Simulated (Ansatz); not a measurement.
## Geometry relaxation of Si

Si (1 atom in the cell), computed with DFT PBE, scalar-relativistic, plane waves, PAW, no spin polarisation (Ansatz 0.2.0).

The structure was made by a generator, so it may or may not be a known phase. Figures and captions count atoms from 1; the log counts them from 0 in places.

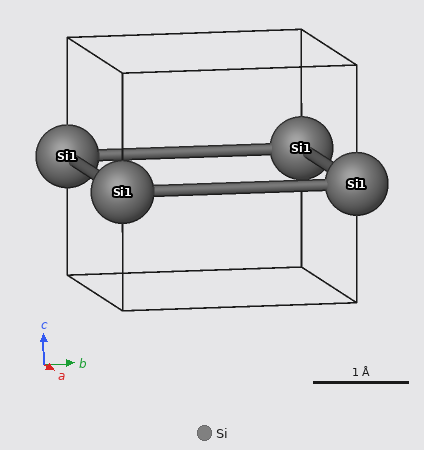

Fig. 1: The structure as given in the input (ball-and-stick view of the cell of the calculation, seen slightly off an axis; atoms are numbered from 1 in the order of the input). An atom can appear more than once, as a periodic image. Near neighbours in the periodic cell (some may lie outside the picture): Si has 6 Si at 2.53 Å.

**Input file**
```yaml
crystal:
  lattice:
    - [1.7305740763, -1.7894190985, 0.4585648367]
    - [1.7305740763, 1.7894190985, 0.4585648367]
    - [-0.6522548772, 0.0, 2.4458017726]
  atoms:
    - { symbol: Si, position: [0.0, 0.0, 0.5] }
basis:
  ecutwfc: 420
kpoints:
  mp_grid: { grid: [22, 22, 22] }
hamiltonian:
  xc: pbe
scf:
  occupations: { method: gaussian, width: 0.1 }
output:
  forces: true
  stress: true
  eigenvalues: true
  write_density: true
  write_potential: true
  elf: true
  volumetric_format: npy
relax:
  adjacent_minimum: "off"
  f_tol: 0.01
  max_steps: 80
  cell: { stress_tol: 0.05 }
```

Hardware: 1 thread of Intel Xeon @ 2.70GHz, 189 GiB of memory available, shared host.

Command:
```bash
ansatz run input.yaml --threads 1 --pin off --max-ram 2560MiB --backend cpu --events-out ev --progress --plain --runs-dir out
```

**What the program printed**
```
Engine: ansatz 0.2.0, x86_64-unknown-linux-gnu
Pseudopotentials: kind: paw
Pseudopotential: Si, paw, valence charge 4, recommended cutoff 420 eV (normal), Si.paw.azcp
Functional definition: PBE
  parameter kappa = 0.804
  parameter beta = 0.06672455060314922
  exchange = pbe_x(kappa = kappa, mu = beta*pi^2/3)
  correlation = pbe_c(beta = beta)
Crystal: 1 atoms, lattice volume = 16.218 Å³
Basis set: ecut = 420 eV, 305 PW (Γ), exchange–correlation on 36×36×36 points (8 copies of the dense FFT grid, shifted against one another)
Bands: 6, of which v1, the nominal top of the filled ones, is band 2 counted from 1 (1 counted from 0)
Symmetry: 4 space group operations
Space group: C2/m (ITA 12), of the structure as read, at distance tolerance 2.5e-5 Å
k-points: 2796 of 10648
Non-local potential: Si, projectors of the file, l = 0: 2, l = 1: 2, l = 2: 2
PAW form: soft (Blöchl's): semilocal exchange-correlation on the pseudo side does not see the compensation charge
PAW one-centre angular grid: Si, 110 points (default); XC on 64 Gauss nodes
Initial density: superposition of atomic densities (neutral atoms: chi_scale 0, normalization atom), corrected by the library's trained network
Initial wavefunctions: pseudopotential atomic-orbital guess
Functional: x = pbe(κ = 0.804, μ = 0.2195149727645171), c = pbe(β = 0.06672455060314922)
SCF iter   1: F=—  HF=-635.460883 eV  |F-HF|=—  |Δ(HF+E_count)|=         —  Δρ=1.43e-3  dr2=1.73e-4  ethr=1.77e-3  ⟨swp⟩=5.1  Hψ=158408  notcnv=0
preconditioner: auto → none  [metal: Δε(μ)=0.009 eV  Ē_g=13.426 eV  σ=0.100 eV  W_gap=0.05  n_scr=0 (ndim 8)  ℏωp=18.4 eV  f_vac=0.000  D(μ)=0.44/eV (n_scr^D=0)]
SCF iter   2: F=—  HF=-635.461034 eV  |F-HF|=—  |Δ(HF+E_count)|=   1.52e-4  Δρ=7.82e-4  dr2=6.28e-5  ethr=4.32e-6  ⟨swp⟩=1.8  Hψ=41798  notcnv=0
SCF iter   3: F=—  HF=-635.461068 eV  |F-HF|=—  |Δ(HF+E_count)|=   3.36e-5  Δρ=1.43e-4  dr2=4.47e-6  ethr=1.57e-6  ⟨swp⟩=2.4  Hψ=21955  notcnv=0
SCF iter   4: F=—  HF=-635.461067 eV  |F-HF|=—  |Δ(HF+E_count)|=   1.32e-6  Δρ=4.97e-5  dr2=5.20e-7  ethr=1.12e-7  ⟨swp⟩=1.0  Hψ=16557  notcnv=0
iter 5 did not close the SCF: its close was put off for the readings that it lacked (scf_convergence_deferred on its scf_iter line)
SCF iter   5: F=-635.461067 eV  HF=-635.461067 eV  |F-HF|=8.33e-10  |Δ(HF+E_count)|=   1.68e-7  Δρ=3.67e-6  dr2=2.94e-9  ethr=1.30e-8  ⟨swp⟩=2.0  Hψ=22176  notcnv=0
SCF iter   6: F=-635.461067 eV  HF=-635.461067 eV  |F-HF|=6.76e-11  |Δ(HF+E_count)|=  4.48e-10  Δρ=1.07e-6  dr2=2.56e-10  ethr=7.36e-11  ⟨swp⟩=4.2  Hψ=66066  notcnv=0
SCF 1 converged in 6 iterations: F = -635.461067 eV  dr2 = 2.56e-10
  greatest PAW one-centre occupation: 0.660 electrons in one spin orbital (limit 2), on the Si atom at site 0 (counted from 0), in its partial waves of l = 0
relax step   1: F+E_penalty+E_count = -635.46106657 eV  Δ(F+E_penalty+E_count) = +0.000e0 eV  max|allowed force component| = 0.000e0 eV/Å  Δτ_max = 0.0000 Å  P = +0.130 GPa  Ω = 16.218 Å³  (6 SCF iters, dr2 threshold 1.00e-7 eV, accepted)
Crystal: 1 atoms, lattice volume = 16.235 Å³
Initial density: handed on by an earlier stage of this run
Initial wavefunctions: those handed on with the density
iter 1 solved again at ethr=4.62e-9 eV; its pass at ethr=3.10e-3 eV (dr2=1.85e-7 eV) is discarded
SCF iter   1: F=—  HF=-635.461101 eV  |F-HF|=—  |Δ(HF+E_count)|=         —  Δρ=3.93e-5  dr2=1.81e-7  ethr=4.62e-9  ⟨swp⟩=2.5  Hψ=164780  notcnv=0
preconditioner: auto → none  [metal: Δε(μ)=0.012 eV  Ē_g=13.417 eV  σ=0.100 eV  W_gap=0.07  n_scr=0 (ndim 8)  ℏωp=18.4 eV  f_vac=0.000  D(μ)=0.45/eV (n_scr^D=0)]
SCF iter   2: F=-635.461075 eV  HF=-635.461075 eV  |F-HF|=2.48e-9  |Δ(HF+E_count)|=   2.60e-5  Δρ=2.08e-5  dr2=4.83e-8  ethr=1.60e-9  ⟨swp⟩=5.1  Hψ=73303  notcnv=0
SCF 2 converged in 2 iterations: F = -635.461075 eV  dr2 = 4.83e-8
relax step   2: F+E_penalty+E_count = -635.46107492 eV  Δ(F+E_penalty+E_count) = -8.349e-6 eV  max|allowed force component| = 0.000e0 eV/Å  Δτ_max = 0.0000 Å  P = +0.028 GPa  Ω = 16.235 Å³  energy of the carried Pulay correction = -1.904e-6 eV  (2 SCF iters, dr2 threshold 6.39e-8 eV, accepted)
Initial wavefunctions: pseudopotential atomic-orbital guess (no wavefunctions were taken with the density)
iter 1 solved again at ethr=1.09e-7 eV; its pass at ethr=3.10e-3 eV (dr2=4.37e-6 eV) is discarded
SCF iter   1: F=—  HF=-635.461103 eV  |F-HF|=—  |Δ(HF+E_count)|=         —  Δρ=1.97e-5  dr2=4.37e-8  ethr=1.09e-7  ⟨swp⟩=3.2  Hψ=208055  notcnv=0
SCF iter   2: F=—  HF=-635.461077 eV  |F-HF|=—  |Δ(HF+E_count)|=   2.61e-5  Δρ=1.11e-5  dr2=1.32e-8  ethr=1.09e-9  ⟨swp⟩=2.0  Hψ=22409  notcnv=0
SCF iter   3: F=—  HF=-635.461077 eV  |F-HF|=—  |Δ(HF+E_count)|=  9.53e-10  Δρ=1.48e-6  dr2=1.24e-10  ethr=3.31e-10  ⟨swp⟩=1.9  Hψ=21477  notcnv=0
SCF iter   4: F=—  HF=-635.461077 eV  |F-HF|=—  |Δ(HF+E_count)|=  7.87e-11  Δρ=5.08e-7  dr2=1.24e-11  ethr=1.00e-12  ⟨swp⟩=5.2  Hψ=52431  notcnv=0
SCF iter   5: F=-635.461077 eV  HF=-635.461077 eV  |F-HF|=5.68e-13  |Δ(HF+E_count)|=  1.50e-11  Δρ=8.03e-8  dr2=3.44e-13  ethr=1.00e-12  ⟨swp⟩=5.0  Hψ=47844  notcnv=0
SCF 3 converged in 5 iterations: F = -635.461077 eV  dr2 = 3.44e-13
relax step   3: F+E_penalty+E_count = -635.46107670 eV  Δ(F+E_penalty+E_count) = -1.780e-6 eV  max|allowed force component| = 0.000e0 eV/Å  Δτ_max = 0.0000 Å  P = +0.028 GPa  Ω = 16.235 Å³  stress off target by 4.36e-2 GPa  SCF on the basis re-selected at this cell (its energy is not comparable with the rows above)  (5 SCF iters)
```

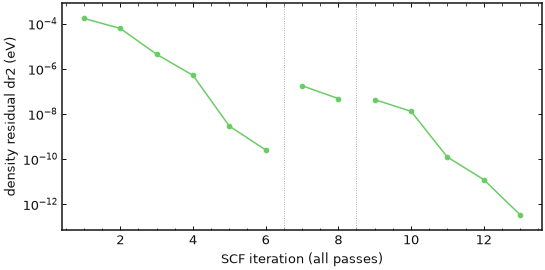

Fig. 2: Convergence of the self-consistent field: density residual dr2 against the SCF iteration. The dotted lines part the SCF passes of the relaxation: geometry steps, rejected trials and re-solves on a re-selected basis. The passes take 6, 2 and 5 iterations.

```
basis re-selected at this cell: Δ(F+E_penalty+E_count) = -1.780e-6 eV, ΔP = -0.000 GPa vs the last step (what re-selecting the basis moved, of the pressure what is left beyond the Pulay correction that the steps carried, after the strain that the cell walked since its last selection, with what the two solves' SCF thresholds leave and, on support functions, any second-order correction that the steps lacked; it is no measure of the basis error at this ecutwfc). This SCF's stress stands 4.36e-2 GPa from its target on what of the cell is left free (relax.cell.stress_tol is 5.00e-2 GPa) and its largest allowed force component is 0.00e0 eV/Å (relax.f_tol is 1.00e-2 eV/Å): within both
SCF converged after 5 iterations
Free energy (F): -635.461077 eV
Harris-Foulkes:  -635.461077 eV  (|F-HF|=5.68e-13)
Internal energy: -635.458847 eV  (E = F + TS)
E sigma→0 (E₀):  -635.459962 eV
Entropy (-TS):   -0.002229 eV (-2.229 meV/atom)
Fermi energy:    8.776216 eV
--- Per-component energies (eV) ---
  E_band       = 14.047941
  E_kinetic    = 40.269118
  E_local      = -6.240512  (includes V_loc(G=0)·N_el)
  E_nonlocal   = 25.657614
  E_hartree    = 1.805716
  E_xc         = -55.474441
  E_vxc        = -47.130518  (∫ρ·V_xc dr)
  E_paw        = -512.394730  (= ΣΔE_a)
  E_vpaw       = -2.119201  (= ΣTr[D̂ρ^β])
  E_aug_tail   = 0.000007  (compensation charges beyond the density's cutoff)
  E_ewald      = -129.081619
  E_smearing   = -0.002229  (= −TS)
  E_closure    = -0.000000  (closes the sum)
  Σ components = -635.461077   (vs F -635.461077, Δ=0.00e0)
--- Forces (eV/Å), atoms counted from 1 ---
  atom   1  Si     0.00000000     0.00000000     0.00000000
  max |Σ_I F_I| component: 4.93e-32 eV/Å
--- Stress (GPa, compression-positive) ---
        0.013497      -0.000000       0.014935
       -0.000000       0.033879       0.000000
        0.014935       0.000000       0.036180
  P = ⅓ Tr σ = 0.0279 GPa (0.279 kbar)
--- Band table (eV; the first three rows and the last of 2796) ---
  k-point 0: bands = ["-4.4386", "16.1740", "16.1742", "16.3970", "16.3988", "16.4024"]
  k-point 1: bands = ["-4.3928", "14.7299", "16.2112", "16.4367", "16.4383", "17.7732"]
  k-point 2: bands = ["-4.2555", "13.1627", "16.3211", "16.5502", "16.5518", "19.1142"]
  k-point 2795: bands = ["9.2690", "9.2805", "9.2849", "12.2462", "13.8600", "13.8711"]
--- Relaxed structure (2 steps of the walk, 2 accepted, 1 SCFs on fresh bases) ---
  F+E_penalty+E_count = -635.46107670 eV   max|allowed force component| = 0.000e0 eV/Å   (the final SCF, on the basis selected at the relaxed cell)
  cell:  # Å, volume = 16.2348 Å³
    - [1.7307935285127596, -1.7902259734443575, 0.45930498463784064]
    - [1.7307935285127596, 1.7902259734443575, 0.45930498463784064]
    - [-0.6515729607309372, 2.358179277535696e-19, 2.4468638021315585]
  atoms:
    - { symbol: Si, position: [0.0, 0.0, 0.5] }
```

**Trajectory as extended XYZ (Å, eV, eV/Å), 3 frames, from step=1 to step=3**
```
1
Lattice="1.7306 -1.7894 0.4586 1.7306 1.7894 0.4586 -0.6523 0.0000 2.4458" Properties=species:S:1:pos:R:3:forces:R:3 step=1 energy=-635.46107 pressure_GPa=0.13
Si   -0.3261    0.0000    1.2229    0.0000   0.0000   0.0000
1
Lattice="1.7308 -1.7902 0.4593 1.7308 1.7902 0.4593 -0.6516 0.0000 2.4469" Properties=species:S:1:pos:R:3:forces:R:3 step=2 energy=-635.46108 pressure_GPa=0.03
Si   -0.3258    0.0000    1.2234    0.0000   0.0000   0.0000
1
Lattice="1.7308 -1.7902 0.4593 1.7308 1.7902 0.4593 -0.6516 0.0000 2.4469" Properties=species:S:1:pos:R:3:forces:R:3 step=3 energy=-635.46108 pressure_GPa=0.03
Si   -0.3258    0.0000    1.2234    0.0000   0.0000   0.0000
```

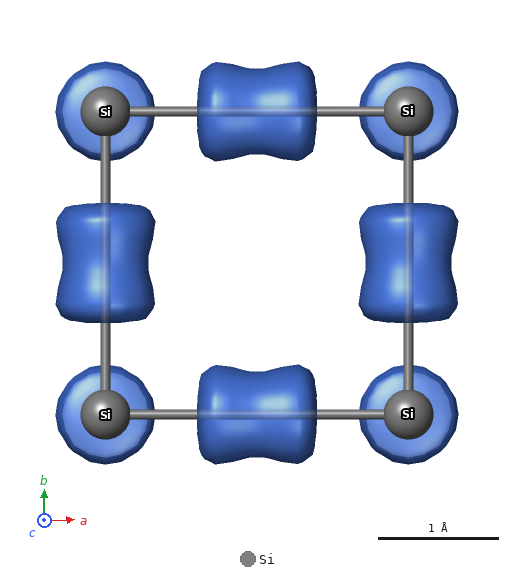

Fig. 3: Isosurface of the ELF at 0.75 (blue), seen along the c axis. Only the valence region is drawn (cores and ρ < 0.01 e/Å³ removed). Sticks mark near contacts. The outline is the cell set on symmetry axes. The ELF exceeds this value in three regions between bonded Si–Si atoms (shared pairs), counted in one cell of 1 atoms. Profiles from the grid: Si–Si (2.53 Å): the ELF peaks at about 0.85 between the atoms, which marks a covalent bond. The fields are those of the smooth PAW valence density.

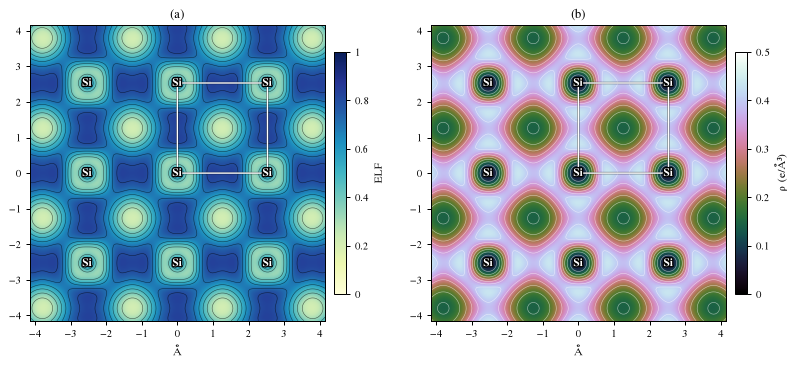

Fig. 4: (a) electron localisation function; (b) valence charge density (pseudo) on the (100) plane of the conventional cell. The section cuts through Si sites. Away from the nuclei the density in this plane falls to 0.14 e/Å³ at its lowest.

**Summary**

| quantity | value |
| --- | --- |
| outcome | converged |
| space group (tolerance 0.01 Å) | Pm-3m (221) |
| electrons treated | 4 |
| free energy | −635.4611 eV |
| Fermi energy | 8.776 eV |
| gap on the k-point mesh | none (metallic) |
| pressure | 0.03 GPa |
| final volume | 16.23 Å³ |
| largest force (length of the vector) at the end | under 0.001 eV/Å |
| final cell | a = 2.532 Å, b = 2.532 Å, c = 2.532 Å, α = 90.03°, β = 90.03°, γ = 89.98° |
| wall time | 63 s |
| peak memory | 0.77 GiB |
